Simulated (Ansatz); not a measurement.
**C: density, localisation and related maps**

The calculation's input:

```
crystal:
  lattice:
    - [2.5115635512, 0.0, 0.0]
    - [-1.2557817756, 2.1750778385, 0.0]
    - [0.0, 0.0, 4.1803567986]
  atoms:
    - { symbol: C, position: [0.3391467312, 0.6667605076, 0.0648103805] }
    - { symbol: C, position: [0.6684696514, 0.343894116, 0.5677994419] }
    - { symbol: C, position: [0.3303847696, 0.6653952438, 0.4282654285] }
    - { symbol: C, position: [0.6619988478, 0.3239501326, 0.939124749] }
basis:
  ecutwfc: 420
kpoints:
  mp_grid: { grid: [12, 12, 6] }
hamiltonian:
  xc: pbe
scf:
  occupations: { method: gaussian, width: 0.05 }
output:
  forces: true
  stress: true
  eigenvalues: true
  write_density: true
  write_potential: true
  elf: true
  volumetric_format: npy
relax:
  adjacent_minimum: "off"
  f_tol: 0.01
  max_steps: 80
  cell: { stress_tol: 0.1 }
```

Launched as:

```sh
ansatz run input.yaml --threads 2 --pin off --max-ram 5120MiB --backend cpu --events-out ev --progress --plain --runs-dir out
```

Below, planes, directions and counts refer to the conventional cell (a = 2.51 Å, b = 2.51 Å, c = 4.18 Å, α = 90.00°, β = 90.00°, γ = 120.00°).

The fields are those of the run's last geometry, not of the input's.

Space group P6₃/mmc; changed on purpose from its base cell (all atoms moved at random, sigma 0.02 A a component; relaxed back).

Method: DFT PBE, scalar-relativistic, plane waves, PAW in Ansatz.

The density is the valence pseudo-density of a PAW calculation; it isn't the true density close to the nuclei.

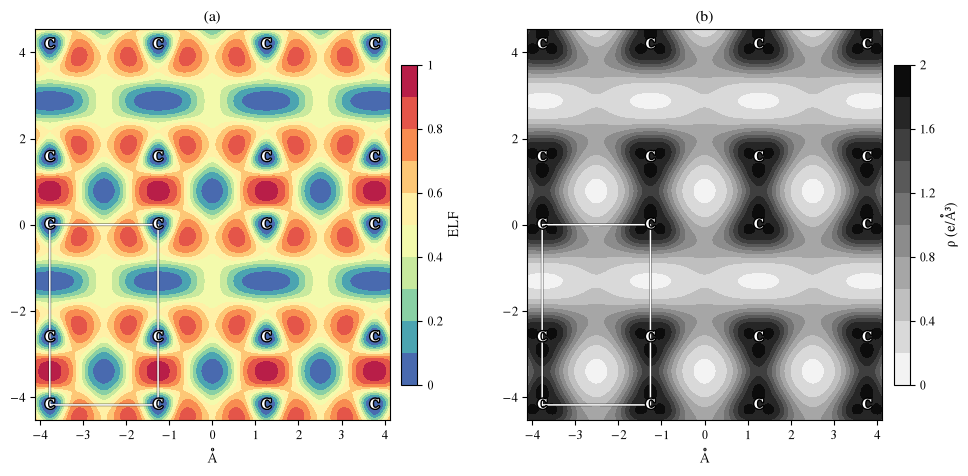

Figure 1. (a) ELF; (b) valence electron density on the (010) plane of the conventional cell.

What do the fields say about this system?

The section cuts through C sites.
Atoms just off the plane (C, 0.7 Å away) can leave unmarked features too.
C–C (1.57 Å): ρ is about 1.6 e/Å³ halfway; the ELF peaks at about 0.95 between the atoms, as expected for a covalent bond.
Between the atoms the lowest density in this plane is 0.14 e/Å³.

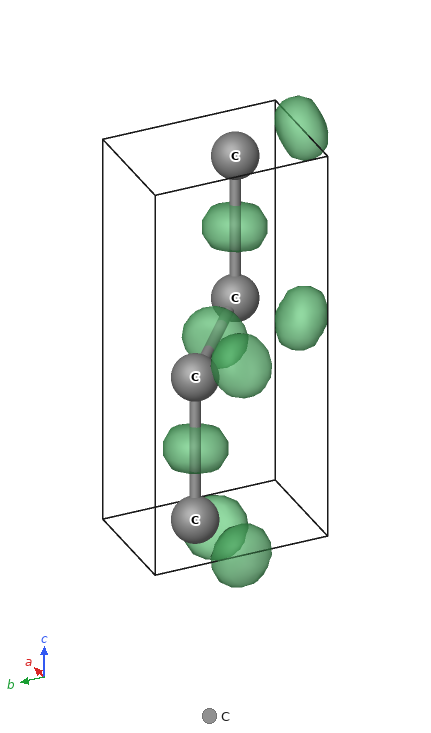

Figure 2. Isosurface of the ELF at 0.85 (green), seen at an oblique angle. Only the valence region is drawn (cores and ρ < 0.01 e/Å³ removed). Sticks mark near contacts.

Where are the electrons localised?

The surface consists of eight regions between bonded C–C atoms (shared pairs), counted in one cell of 4 atoms. Any copies at cell faces, edges or corners count once. Profiles from the grid: C–C (1.54 Å): the ELF peaks at about 0.95 between the atoms (localised, covalent bonding).

Metal or insulator at this level of theory?

It is gapped, with a Kohn–Sham gap of 3.4 eV on the k-point mesh, an upper bound to the gap of this method.
